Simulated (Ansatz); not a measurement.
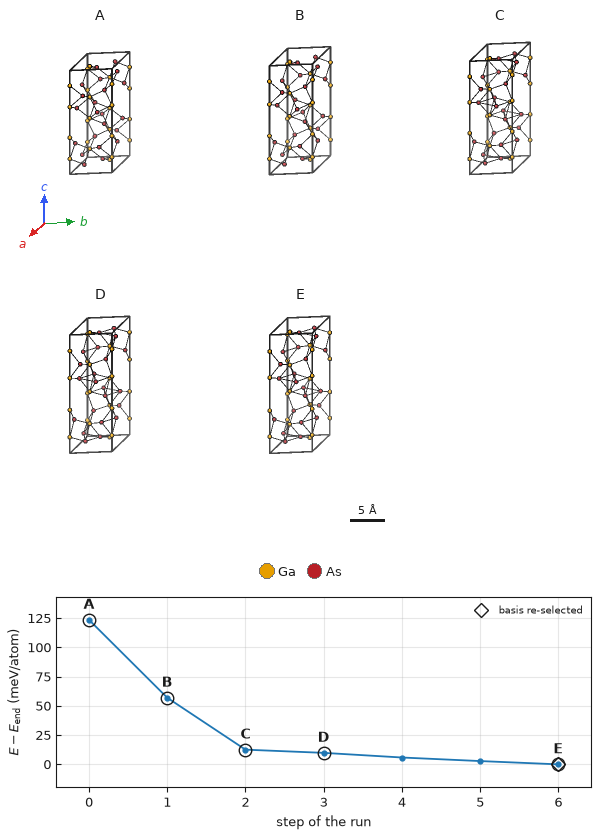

Frames of a relaxation of a crystal of Ga2As3 (built on the corundum_167 type) (coarse preliminary run), marked on the history of the run. Style: ball-and-stick. Shown: the conventional cell (3 times the calculation's cell), from a free direction. Lengths and directions refer to the drawn axes.

Case: corundum type (R-3c, No. 167).

Method: DFT PBE, scalar-relativistic, plane waves, PAW (Ansatz 0.2.0).

Input file:
```yaml
crystal:
  lattice:
    - [3.1582285983, 1.8234041314, 5.748450322]
    - [-3.1582285983, 1.8234041314, 5.748450322]
    - [0.0, -3.6468082629, 5.748450322]
  atoms:
    - { symbol: Ga, position: [0.85218, 0.85218, 0.85218] }
    - { symbol: Ga, position: [0.64782, 0.64782, 0.64782] }
    - { symbol: Ga, position: [0.14782, 0.14782, 0.14782] }
    - { symbol: Ga, position: [0.35218, 0.35218, 0.35218] }
    - { symbol: As, position: [0.05625, 0.44375, 0.75] }
    - { symbol: As, position: [0.75, 0.05625, 0.44375] }
    - { symbol: As, position: [0.44375, 0.75, 0.05625] }
    - { symbol: As, position: [0.94375, 0.55625, 0.25] }
    - { symbol: As, position: [0.25, 0.94375, 0.55625] }
    - { symbol: As, position: [0.55625, 0.25, 0.94375] }
basis:
  ecutwfc: 420
kpoints:
  mp_grid: { grid: [3, 3, 3] }
hamiltonian:
  xc: pbe
scf:
  occupations: { method: gaussian, width: 0.1 }
  lower_state_search: "off"
output:
  forces: true
  stress: true
  eigenvalues: true
relax:
  adjacent_minimum: "off"
  f_tol: 0.04
  max_steps: 70
  cell: { stress_tol: 0.4 }
```

Run as
```bash
ansatz run input.yaml --threads 1 --pin off --max-ram 2560MiB --backend cpu --events-out ev --progress --plain --runs-dir out
```

### What happens along the run?

Over 5 accepted moves (6 points after the start) the energy falls by 124 meV per atom. The largest force component goes from 0.37 to 0.023 eV/Å. Pressure: 8.01 GPa at the start and −0.01 GPa at the end. The SCF was repeated once at an unchanged geometry on a basis and grid sized afresh for the cell, which shifted the energy by 2.8 meV per atom at most. The largest moves relative to the cell, 0.33 Å, are those of As5, As6, As7, As8, As9 and As10. As10 goes along [−1 −1 0]. Largest moves by element: As 0.33 Å, Ga 0.16 Å. Cell: a = b 6.316 → 6.357 Å (+0.6 %), c 17.245 → 19.687 Å (+14.2 %). Volume +15.6 %. Near-neighbour distances that change, for instance: As5–As6 3.351 → 2.802 Å, Ga1–As10 2.462 → 2.652 Å, Ga1–As5 2.617 → 2.709 Å. Among the angles between lasting bonds that change: Ga3–As10–Ga4 84.7° → 106.7°, As8–Ga3–As9 79.6° → 62.3°, As5–Ga3–As9 164.2° → 150.3°. The space group stays R-3c (No. 167). From step 0 to 1: As atoms move most (0.07 Å), volume +9.5 %, energy −66.6 meV per atom. From step 1 to 2: As atoms move most (0.20 Å), volume +2.1 %, energy −44.4 meV per atom. From step 2 to 3: As atoms move most (0.10 Å), volume +1.8 %, energy −2.7 meV per atom. From step 3 to 6: Ga atoms move most (0.08 Å), volume +1.6 %, energy −9.8 meV per atom.

| step | E − E(0), meV/atom | largest force component, eV/Å | pressure, GPa | volume, Å³/atom | note |
| --- | --- | --- | --- | --- | --- |
| 0 | 0.00 | 0.3733 | 8.01 | 19.862 |  |
| 1 | -66.61 | 0.4520 | 0.70 | 21.754 |  |
| 2 | -111.02 | 0.2538 | 0.42 | 22.210 |  |
| 3 | -113.76 | 0.1932 | 1.35 | 22.602 |  |
| 4 | -117.73 | 0.0554 | -1.41 | 23.563 |  |
| 5 | -120.78 | 0.0207 | -0.21 | 22.969 |  |
| 6 | -123.59 | 0.0231 | -0.01 | 22.969 | same geometry, new basis |
